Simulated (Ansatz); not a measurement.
Run report: Mg4O, geometry relaxation (part 1 of 2)

Mg4O (Pm-3m, 5 atoms in the cell), computed with DFT PBE, scalar-relativistic, plane waves, PAW, no spin polarisation (Ansatz 0.2.0).

The structure was made by a generator, so it may or may not be a known phase. Figures and captions count atoms from 1; the log counts them from 0 in places.

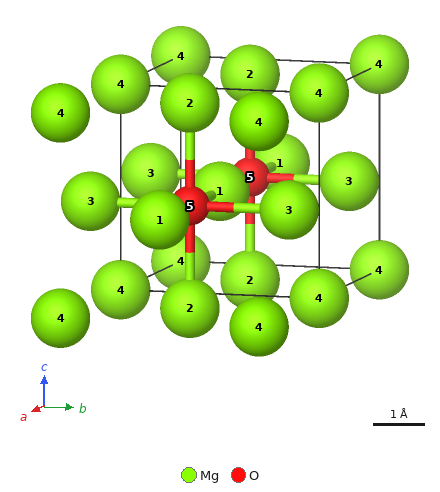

*The structure as given in the input (ball-and-stick view of the cell of the calculation, repeated 2 × 1 × 1, seen slightly off an axis; atoms are numbered from 1 in the order of the input).*

Input:
```yaml
crystal:
  lattice:
    - [4.09571262, 0.0, 0.0]
    - [0.0, 4.09571262, 0.0]
    - [0.0, 0.0, 4.09571262]
  atoms:
    - { symbol: Mg, position: [0.0, 0.5, 0.5] }
    - { symbol: Mg, position: [0.5, 0.5, 0.0] }
    - { symbol: Mg, position: [0.5, 0.0, 0.5] }
    - { symbol: Mg, position: [0.0, 0.0, 0.0] }
    - { symbol: O, position: [0.5, 0.5, 0.5] }
basis:
  ecutwfc: 420
kpoints:
  mp_grid: { grid: [4, 4, 4] }
hamiltonian:
  xc: pbe
scf:
  occupations: { method: gaussian, width: 0.1 }
  lower_state_search: "off"
output:
  forces: true
  stress: true
  eigenvalues: true
relax:
  adjacent_minimum: "off"
  f_tol: 0.04
  max_steps: 70
  cell: { stress_tol: 0.4 }
```

Machine: 1 thread of Intel Xeon @ 2.90GHz (Ice Lake), 16 GiB of memory available, shared host.

Launch command:
```bash
ansatz run input.yaml --threads 1 --pin off --max-ram 2048MiB --backend cpu --events-out ev --progress --plain --runs-dir out
```

The program's output:
```
Engine: ansatz 0.2.0, x86_64-unknown-linux-gnu
Pseudopotentials: kind: paw
Pseudopotential: Mg, paw, valence charge 10, recommended cutoff 420 eV (normal), Mg.paw.azcp
Pseudopotential: O, paw, valence charge 6, recommended cutoff 420 eV (normal), O.paw.azcp
Functional definition: PBE
  parameter kappa = 0.804
  parameter beta = 0.06672455060314922
  exchange = pbe_x(kappa = kappa, mu = beta*pi^2/3)
  correlation = pbe_c(beta = beta)
Crystal: 5 atoms, lattice volume = 68.705 Å³
Basis set: ecut = 420 eV, 1357 PW (Γ), exchange–correlation on 60×60×60 points (8 copies of the dense FFT grid, shifted against one another)
Bands: 28, of which v1, the nominal top of the filled ones, is band 23 counted from 1 (22 counted from 0)
Symmetry: 48 space group operations
Space group: Pm-3m (ITA 221), of the structure as read, at distance tolerance 4.1e-5 Å
k-points: 10 of 64
Non-local potential: Mg, projectors of the file, l = 0: 3, l = 1: 2, l = 2: 1
Non-local potential: O, projectors of the file, l = 0: 2, l = 1: 2, l = 2: 1
PAW form: soft (Blöchl's): semilocal exchange-correlation on the pseudo side does not see the compensation charge
PAW one-centre angular grid: Mg, 110 points (default); XC on 64 Gauss nodes
PAW one-centre angular grid: O, 110 points (default); XC on 64 Gauss nodes
Initial density: superposition of atomic densities (neutral atoms: chi_scale 0, normalization atom), corrected by the library's trained network
Initial wavefunctions: pseudopotential atomic-orbital guess
Functional: x = pbe(κ = 0.804, μ = 0.2195149727645171), c = pbe(β = 0.06672455060314922)
SCF iter   1: F=—  HF=-8263.271582 eV  |F-HF|=—  |Δ(HF+E_count)|=         —  Δρ=1.95e-3  dr2=2.46e-3  ethr=1.77e-3  ⟨swp⟩=6.6  Hψ=1281  notcnv=0
preconditioner: auto → Resta (q_TF=auto, 2.552 Å⁻¹)  ε∞=4.8  [insulator: Δε(μ)=0.830 eV  Ē_g=7.968 eV  σ=0.100 eV  W_gap=0.79  n_scr=18 (ndim 8)  ℏωp=15.5 eV  f_vac=0.000  D(μ)=0.73/eV (n_scr^D=0)  ε∞_Penn≈4.8]
SCF iter   2: F=—  HF=-8263.271459 eV  |F-HF|=—  |Δ(HF+E_count)|=   1.23e-4  Δρ=1.22e-3  dr2=8.61e-4  ethr=5.35e-6  ⟨swp⟩=2.2  Hψ=440  notcnv=0
SCF iter   3: F=—  HF=-8263.271634 eV  |F-HF|=—  |Δ(HF+E_count)|=   1.75e-4  Δρ=7.42e-4  dr2=3.53e-4  ethr=1.87e-6  ⟨swp⟩=2.0  Hψ=328  notcnv=0
SCF iter   4: F=—  HF=-8263.271553 eV  |F-HF|=—  |Δ(HF+E_count)|=   8.12e-5  Δρ=9.16e-5  dr2=3.63e-6  ethr=7.67e-7  ⟨swp⟩=2.0  Hψ=335  notcnv=0
SCF iter   5: F=—  HF=-8263.271276 eV  |F-HF|=—  |Δ(HF+E_count)|=   2.77e-4  Δρ=4.97e-5  dr2=4.68e-7  ethr=7.89e-9  ⟨swp⟩=2.0  Hψ=500  notcnv=0
SCF iter   6: F=—  HF=-8263.271275 eV  |F-HF|=—  |Δ(HF+E_count)|=   7.48e-7  Δρ=2.03e-5  dr2=8.21e-8  ethr=2.17e-10  ⟨swp⟩=6.5  Hψ=1091  notcnv=0
SCF iter   7: F=-8263.271275 eV  HF=-8263.271275 eV  |F-HF|=6.06e-10  |Δ(HF+E_count)|=   3.04e-8  Δρ=2.43e-6  dr2=2.20e-9  ethr=1.78e-10  ⟨swp⟩=4.1  Hψ=853  notcnv=0
SCF 1 converged in 7 iterations: F = -8263.271275 eV  dr2 = 2.20e-9
  greatest PAW one-centre occupation: 1.000 electrons in one spin orbital (limit 2), on the Mg atom at site 3 (counted from 0), in its partial waves of l = 0
relax step   1: F+E_penalty+E_count = -8263.27127506 eV  Δ(F+E_penalty+E_count) = +0.000e0 eV  max|allowed force component| = 4.038e-29 eV/Å  Δτ_max = 0.0000 Å  P = +21.219 GPa  Ω = 68.705 Å³  (7 SCF iters, dr2 threshold 1.00e-7 eV, accepted)
Crystal: 5 atoms, lattice volume = 78.195 Å³
Basis set: ecut = 420 eV, 1551 PW (Γ), exchange–correlation on 60×60×60 points (8 copies of the dense FFT grid, shifted against one another)
Initial density: handed on by an earlier stage of this run
Initial wavefunctions: those handed on with the density
iter 1 solved again at ethr=5.73e-5 eV; its pass at ethr=3.10e-3 eV (dr2=2.63e-2 eV) is discarded
SCF iter   1: F=—  HF=-8264.073948 eV  |F-HF|=—  |Δ(HF+E_count)|=         —  Δρ=4.24e-3  dr2=2.64e-2  ethr=5.73e-5  ⟨swp⟩=1.0  Hψ=1515  notcnv=0
preconditioner: auto → Resta (q_TF=auto, 2.497 Å⁻¹)  ε∞=4.9  [insulator: Δε(μ)=0.783 eV  Ē_g=7.340 eV  σ=0.100 eV  W_gap=0.88  n_scr=18 (ndim 8)  ℏωp=14.5 eV  f_vac=0.000  D(μ)=0.73/eV (n_scr^D=0)  ε∞_Penn≈4.9]
SCF iter   2: F=—  HF=-8264.064198 eV  |F-HF|=—  |Δ(HF+E_count)|=   9.75e-3  Δρ=2.73e-3  dr2=1.18e-2  ethr=5.73e-5  ⟨swp⟩=1.0  Hψ=280  notcnv=0
SCF iter   3: F=—  HF=-8264.058850 eV  |F-HF|=—  |Δ(HF+E_count)|=   5.35e-3  Δρ=5.98e-4  dr2=4.54e-4  ethr=2.56e-5  ⟨swp⟩=2.0  Hψ=347  notcnv=0
SCF iter   4: F=—  HF=-8264.058313 eV  |F-HF|=—  |Δ(HF+E_count)|=   5.37e-4  Δρ=2.25e-4  dr2=3.79e-5  ethr=9.86e-7  ⟨swp⟩=3.0  Hψ=508  notcnv=0
SCF iter   5: F=—  HF=-8264.058306 eV  |F-HF|=—  |Δ(HF+E_count)|=   6.46e-6  Δρ=2.01e-4  dr2=2.38e-5  ethr=8.23e-8  ⟨swp⟩=2.0  Hψ=348  notcnv=0
SCF iter   6: F=-8264.058301 eV  HF=-8264.058301 eV  |F-HF|=2.94e-8  |Δ(HF+E_count)|=   5.48e-6  Δρ=1.74e-5  dr2=2.38e-7  ethr=1.09e-9  ⟨swp⟩=4.1  Hψ=1339  notcnv=0
SCF 2 converged in 6 iterations: F = -8264.058301 eV  dr2 = 2.38e-7
relax step   2: F+E_penalty+E_count = -8264.05830066 eV  Δ(F+E_penalty+E_count) = -7.870e-1 eV  max|allowed force component| = 2.381e-29 eV/Å  Δτ_max = 0.0000 Å  P = +6.927 GPa  Ω = 78.195 Å³  energy of the carried Pulay correction = -9.133e-3 eV  (6 SCF iters, dr2 threshold 5.00e-7 eV, accepted)
Crystal: 5 atoms, lattice volume = 83.794 Å³
Basis set: ecut = 420 eV, 1647 PW (Γ), exchange–correlation on 60×60×60 points (8 copies of the dense FFT grid, shifted against one another)
iter 1 solved again at ethr=1.98e-5 eV; its pass at ethr=3.10e-3 eV (dr2=9.10e-3 eV) is discarded
SCF iter   1: F=—  HF=-8264.197986 eV  |F-HF|=—  |Δ(HF+E_count)|=         —  Δρ=2.18e-3  dr2=8.97e-3  ethr=1.98e-5  ⟨swp⟩=2.0  Hψ=1378  notcnv=0
preconditioner: auto → Resta (q_TF=auto, 2.469 Å⁻¹)  ε∞=5.1  [insulator: Δε(μ)=0.719 eV  Ē_g=6.969 eV  σ=0.100 eV  W_gap=0.88  n_scr=18 (ndim 8)  ℏωp=14.1 eV  f_vac=0.000  D(μ)=0.73/eV (n_scr^D=0)  ε∞_Penn≈5.1]
SCF iter   2: F=—  HF=-8264.195029 eV  |F-HF|=—  |Δ(HF+E_count)|=   2.96e-3  Δρ=1.58e-3  dr2=3.08e-3  ethr=1.95e-5  ⟨swp⟩=1.7  Hψ=300  notcnv=0
SCF iter   3: F=—  HF=-8264.193975 eV  |F-HF|=—  |Δ(HF+E_count)|=   1.05e-3  Δρ=1.20e-3  dr2=1.53e-3  ethr=6.69e-6  ⟨swp⟩=2.0  Hψ=349  notcnv=0
SCF iter   4: F=—  HF=-8264.193623 eV  |F-HF|=—  |Δ(HF+E_count)|=   3.52e-4  Δρ=2.21e-4  dr2=4.64e-5  ethr=3.32e-6  ⟨swp⟩=2.0  Hψ=340  notcnv=0
SCF iter   5: F=—  HF=-8264.193304 eV  |F-HF|=—  |Δ(HF+E_count)|=   3.19e-4  Δρ=5.55e-5  dr2=1.60e-6  ethr=1.01e-7  ⟨swp⟩=2.0  Hψ=349  notcnv=0
SCF iter   6: F=-8264.193303 eV  HF=-8264.193303 eV  |F-HF|=4.34e-9  |Δ(HF+E_count)|=   2.46e-7  Δρ=7.29e-6  dr2=4.55e-8  ethr=1.09e-9  ⟨swp⟩=6.1  Hψ=1170  notcnv=0
SCF 3 converged in 6 iterations: F = -8264.193303 eV  dr2 = 4.55e-8
relax step   3: F+E_penalty+E_count = -8264.19330326 eV  Δ(F+E_penalty+E_count) = -1.350e-1 eV  max|allowed force component| = 2.807e-29 eV/Å  Δτ_max = 0.0000 Å  P = +1.341 GPa  Ω = 83.794 Å³  energy of the carried Pulay correction = -1.399e-2 eV  (6 SCF iters, dr2 threshold 5.00e-7 eV, accepted)
Crystal: 5 atoms, lattice volume = 85.259 Å³
Basis set: ecut = 420 eV, 1743 PW (Γ), exchange–correlation on 60×60×60 points (8 copies of the dense FFT grid, shifted against one another)
iter 1 solved again at ethr=1.33e-6 eV; its pass at ethr=3.10e-3 eV (dr2=6.12e-4 eV) is discarded
SCF iter   1: F=—  HF=-8264.199241 eV  |F-HF|=—  |Δ(HF+E_count)|=         —  Δρ=5.76e-4  dr2=6.30e-4  ethr=1.33e-6  ⟨swp⟩=2.0  Hψ=1448  notcnv=0
preconditioner: auto → Resta (q_TF=auto, 2.462 Å⁻¹)  ε∞=5.1  [insulator: Δε(μ)=0.722 eV  Ē_g=6.851 eV  σ=0.100 eV  W_gap=0.88  n_scr=18 (ndim 8)  ℏωp=13.9 eV  f_vac=0.000  D(μ)=0.73/eV (n_scr^D=0)  ε∞_Penn≈5.1]
SCF iter   2: F=—  HF=-8264.199048 eV  |F-HF|=—  |Δ(HF+E_count)|=   1.93e-4  Δρ=4.20e-4  dr2=1.89e-4  ethr=1.33e-6  ⟨swp⟩=1.9  Hψ=314  notcnv=0
SCF iter   3: F=—  HF=-8264.198710 eV  |F-HF|=—  |Δ(HF+E_count)|=   3.38e-4  Δρ=2.66e-4  dr2=9.77e-5  ethr=4.11e-7  ⟨swp⟩=2.0  Hψ=348  notcnv=0
SCF iter   4: F=—  HF=-8264.198686 eV  |F-HF|=—  |Δ(HF+E_count)|=   2.37e-5  Δρ=5.39e-5  dr2=2.95e-6  ethr=2.12e-7  ⟨swp⟩=2.0  Hψ=327  notcnv=0
SCF iter   5: F=-8264.198685 eV  HF=-8264.198685 eV  |F-HF|=3.02e-8  |Δ(HF+E_count)|=   9.92e-7  Δρ=1.29e-5  dr2=9.16e-8  ethr=1.09e-9  ⟨swp⟩=6.1  Hψ=1134  notcnv=0
SCF 4 converged in 5 iterations: F = -8264.198685 eV  dr2 = 9.16e-8
relax step   4: F+E_penalty+E_count = -8264.19868533 eV  Δ(F+E_penalty+E_count) = -5.382e-3 eV  max|allowed force component| = 8.104e-29 eV/Å  Δτ_max = 0.0000 Å  P = +0.116 GPa  Ω = 85.259 Å³  energy of the carried Pulay correction = -1.521e-2 eV  (5 SCF iters, dr2 threshold 5.00e-7 eV, accepted)
Initial wavefunctions: pseudopotential atomic-orbital guess (no wavefunctions were taken with the density)
iter 1 solved again at ethr=1.15e-6 eV; its pass at ethr=3.10e-3 eV (dr2=5.29e-4 eV) is discarded
SCF iter   1: F=—  HF=-8264.249122 eV  |F-HF|=—  |Δ(HF+E_count)|=         —  Δρ=1.71e-3  dr2=5.08e-4  ethr=1.15e-6  ⟨swp⟩=2.4  Hψ=1802  notcnv=0
preconditioner: auto → Resta (q_TF=auto, 2.462 Å⁻¹)  ε∞=5.1  [insulator: Δε(μ)=0.728 eV  Ē_g=6.843 eV  σ=0.100 eV  W_gap=0.88  n_scr=18 (ndim 8)  ℏωp=13.9 eV  f_vac=0.000  D(μ)=0.73/eV (n_scr^D=0)  ε∞_Penn≈5.1]
SCF iter   2: F=—  HF=-8264.249428 eV  |F-HF|=—  |Δ(HF+E_count)|=   3.06e-4  Δρ=7.80e-4  dr2=1.71e-4  ethr=1.10e-6  ⟨swp⟩=2.0  Hψ=343  notcnv=0
SCF iter   3: F=—  HF=-8264.249530 eV  |F-HF|=—  |Δ(HF+E_count)|=   1.02e-4  Δρ=4.08e-4  dr2=1.87e-5  ethr=3.71e-7  ⟨swp⟩=2.0  Hψ=338  notcnv=0
SCF iter   4: F=—  HF=-8264.249386 eV  |F-HF|=—  |Δ(HF+E_count)|=   1.44e-4  Δρ=1.78e-5  dr2=6.77e-8  ethr=4.07e-8  ⟨swp⟩=2.0  Hψ=404  notcnv=0
SCF iter   5: F=—  HF=-8264.249388 eV  |F-HF|=—  |Δ(HF+E_count)|=   2.18e-6  Δρ=2.44e-6  dr2=1.84e-9  ethr=6.96e-12  ⟨swp⟩=3.2  Hψ=1156  notcnv=0
SCF iter   6: F=-8264.249388 eV  HF=-8264.249388 eV  |F-HF|=7.09e-11  |Δ(HF+E_count)|=   3.45e-9  Δρ=6.92e-7  dr2=2.75e-10  ethr=4.00e-12  ⟨swp⟩=2.0  Hψ=892  notcnv=0
SCF 5 converged in 6 iterations: F = -8264.249388 eV  dr2 = 2.75e-10
relax step   5: F+E_penalty+E_count = -8264.24938836 eV  Δ(F+E_penalty+E_count) = -5.070e-2 eV  max|allowed force component| = 8.554e-29 eV/Å  Δτ_max = 0.0000 Å  P = +0.947 GPa  Ω = 85.259 Å³  stress off target by 9.47e-1 GPa  SCF on the basis re-selected at this cell (its energy is not comparable with the rows above)  (6 SCF iters)
basis re-selected at this cell: Δ(F+E_penalty+E_count) = -5.070e-2 eV, ΔP = +0.831 GPa vs the last step (what re-selecting the basis moved, of the pressure what is left beyond the Pulay correction that the steps carried, after the strain that the cell walked since its last selection, with what the two solves' SCF thresholds leave and, on support functions, any second-order correction that the steps lacked; it is no measure of the basis error at this ecutwfc). This SCF's stress stands 9.47e-1 GPa from its target on what of the cell is left free (relax.cell.stress_tol is 4.00e-1 GPa) and its largest allowed force component is 8.55e-29 eV/Å (relax.f_tol is 4.00e-2 eV/Å): not within both, so this SCF does not close the relaxation
Crystal: 5 atoms, lattice volume = 86.444 Å³
iter 1 solved again at ethr=8.98e-7 eV; its pass at ethr=3.10e-3 eV (dr2=4.13e-4 eV) is discarded
SCF iter   1: F=—  HF=-8264.252477 eV  |F-HF|=—  |Δ(HF+E_count)|=         —  Δρ=4.57e-4  dr2=4.51e-4  ethr=8.98e-7  ⟨swp⟩=2.0  Hψ=1352  notcnv=0
preconditioner: auto → Resta (q_TF=auto, 2.456 Å⁻¹)  ε∞=5.2  [insulator: Δε(μ)=0.708 eV  Ē_g=6.781 eV  σ=0.100 eV  W_gap=0.88  n_scr=18 (ndim 8)  ℏωp=13.8 eV  f_vac=0.000  D(μ)=0.73/eV (n_scr^D=0)  ε∞_Penn≈5.2]
SCF iter   2: F=—  HF=-8264.252200 eV  |F-HF|=—  |Δ(HF+E_count)|=   2.77e-4  Δρ=3.40e-4  dr2=1.21e-4  ethr=8.98e-7  ⟨swp⟩=2.0  Hψ=327  notcnv=0
SCF iter   3: F=—  HF=-8264.252162 eV  |F-HF|=—  |Δ(HF+E_count)|=   3.82e-5  Δρ=1.58e-4  dr2=5.44e-5  ethr=2.62e-7  ⟨swp⟩=2.0  Hψ=347  notcnv=0
SCF iter   4: F=—  HF=-8264.252146 eV  |F-HF|=—  |Δ(HF+E_count)|=   1.58e-5  Δρ=3.83e-5  dr2=1.57e-6  ethr=1.18e-7  ⟨swp⟩=2.0  Hψ=324  notcnv=0
SCF iter   5: F=-8264.252145 eV  HF=-8264.252145 eV  |F-HF|=9.70e-9  |Δ(HF+E_count)|=   5.39e-7  Δρ=9.15e-6  dr2=4.38e-8  ethr=1.09e-9  ⟨swp⟩=6.0  Hψ=1131  notcnv=0
SCF 6 converged in 5 iterations: F = -8264.252145 eV  dr2 = 4.38e-8
relax step   6: F+E_penalty+E_count = -8264.25214541 eV  Δ(F+E_penalty+E_count) = -2.757e-3 eV  max|allowed force component| = 9.236e-30 eV/Å  Δτ_max = 0.0000 Å  P = +0.107 GPa  Ω = 86.444 Å³  energy of the carried Pulay correction = -1.107e-3 eV  (5 SCF iters, dr2 threshold 5.00e-7 eV, accepted)
iter 1 solved again at ethr=7.94e-9 eV; its pass at ethr=3.10e-3 eV (dr2=3.65e-6 eV) is discarded
SCF iter   1: F=—  HF=-8264.253584 eV  |F-HF|=—  |Δ(HF+E_count)|=         —  Δρ=8.96e-5  dr2=7.77e-7  ethr=7.94e-9  ⟨swp⟩=3.3  Hψ=2046  notcnv=0
preconditioner: auto → Resta (q_TF=auto, 2.456 Å⁻¹)  ε∞=5.2  [insulator: Δε(μ)=0.715 eV  Ē_g=6.771 eV  σ=0.100 eV  W_gap=0.88  n_scr=18 (ndim 8)  ℏωp=13.8 eV  f_vac=0.000  D(μ)=0.73/eV (n_scr^D=0)  ε∞_Penn≈5.2]
SCF iter   2: F=—  HF=-8264.253452 eV  |F-HF|=—  |Δ(HF+E_count)|=   1.32e-4  Δρ=4.53e-5  dr2=2.74e-7  ethr=1.69e-9  ⟨swp⟩=2.3  Hψ=512  notcnv=0
SCF iter   3: F=—  HF=-8264.253455 eV  |F-HF|=—  |Δ(HF+E_count)|=   2.49e-6  Δρ=1.92e-5  dr2=3.65e-8  ethr=5.96e-10  ⟨swp⟩=2.0  Hψ=332  notcnv=0
SCF iter   4: F=-8264.253455 eV  HF=-8264.253455 eV  |F-HF|=4.18e-11  |Δ(HF+E_count)|=   4.77e-7  Δρ=1.54e-6  dr2=1.20e-9  ethr=6.96e-12  ⟨swp⟩=3.2  Hψ=1014  notcnv=0
SCF 7 converged in 4 iterations: F = -8264.253455 eV  dr2 = 1.20e-9
relax step   7: F+E_penalty+E_count = -8264.25345544 eV  Δ(F+E_penalty+E_count) = -1.310e-3 eV  max|allowed force component| = 1.618e-29 eV/Å  Δτ_max = 0.0000 Å  P = +0.112 GPa  Ω = 86.444 Å³  stress off target by 1.12e-1 GPa  SCF on the basis re-selected at this cell (its energy is not comparable with the rows above)  (4 SCF iters)
```
